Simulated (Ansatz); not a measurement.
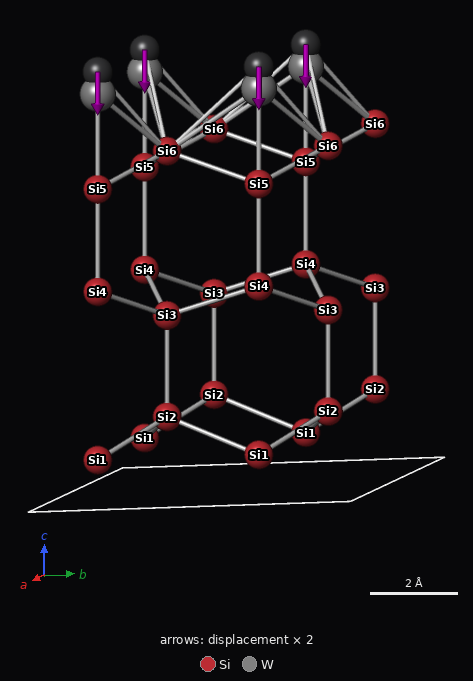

This is a constrained relaxation of a slab of composition Si$_{6}$W (cut from the P6_3/mmc phase). The starting structure is drawn faded, the final one solid; purple arrows show the displacements, 2 times their true length.

A ball-and-stick model of the 2 × 2 repeat of the cell, outlined in the plane, without the vacuum, seen slightly off an axis.

Case: W over the place (2/6, 4/6) of the surface cell, its height relaxed. The slab is the (0 0 1) face of Si with W on it. 6 atoms are held fixed.

Level of theory: DFT PBEsol, scalar-relativistic, plane waves, PAW (Ansatz 0.2.0).

Input file:
```yaml
crystal:
  lattice:
    - [3.8248883545, 0.0, 0.0]
    - [-1.9124441773, 3.3124504817, 0.0]
    - [0.0, 0.0, 26.1211317213]
  atoms:
    - { symbol: Si, position: [0.6666666667, 0.3333333333, 0.325407034] }
    - { symbol: Si, position: [0.3333333333, 0.6666666667, 0.3559122531] }
    - { symbol: Si, position: [0.3333333333, 0.6666666667, 0.44646421] }
    - { symbol: Si, position: [0.6666666667, 0.3333333333, 0.4756407863] }
    - { symbol: Si, position: [0.6666666667, 0.3333333333, 0.5672640819] }
    - { symbol: Si, position: [0.3333333333, 0.6666666667, 0.592936641] }
    - { symbol: W, position: [0.6666666667, 1.3333333333, 0.6717999927], spin: 4.0 }
basis:
  ecutwfc: 420
kpoints:
  mp_grid: { grid: [9, 9, 1] }
hamiltonian:
  xc: pbesol
scf:
  occupations: { method: gaussian, width: 0.05 }
output:
  forces: true
  eigenvalues: true
  populations: true
  write_density: true
  write_potential: true
  elf: true
  volumetric_format: npy
magnetization:
  spin_polarized: true
relax:
  adjacent_minimum: "off"
  f_tol: 0.02
  max_steps: 25
  constraints: [{ sites: [0, 1, 2, 3, 4, 5] }, { site: 6, fix: xy }]
efield:
  axis: 3
  dipole_correction: true
  ramp_width: 0.04
```

Run as
```bash
ansatz run input.yaml --threads 1 --pin off --max-ram 2560MiB --backend cpu --events-out ev --progress --plain --runs-dir out
```

Atoms of which element are displaced furthest, and by how much?

Tungsten: up to 0.51 Å, against 0.00 Å for silicon.

What did the optimiser do to the structure, and how much energy did it gain?

W7 moves most: 0.51 Å along the normal (−c). Si stays in place. The cell stays as it was. Near-neighbour distances that change, for instance: Si5–W7 2.731 → 2.219 Å, Si6–W7 3.020 → 2.697 Å. Bond angles that change, for instance: W7–Si6–W7 78.6° → 90.3°, Si6–W7–Si6 78.6° → 90.3°. Over 6 geometry steps the energy falls by 1.019 eV per cell of the calculation. The largest force component goes from 2.2 to 0.00061 eV/Å. The program noted that the starting moments weren't kept. The run may lie on a higher electronic state than the lowest, so the end point isn't shown to be the ground-state structure.

Limits of the set-up: the periodic images lie only 3.8 Å apart, so the values are limited by the cell's size.
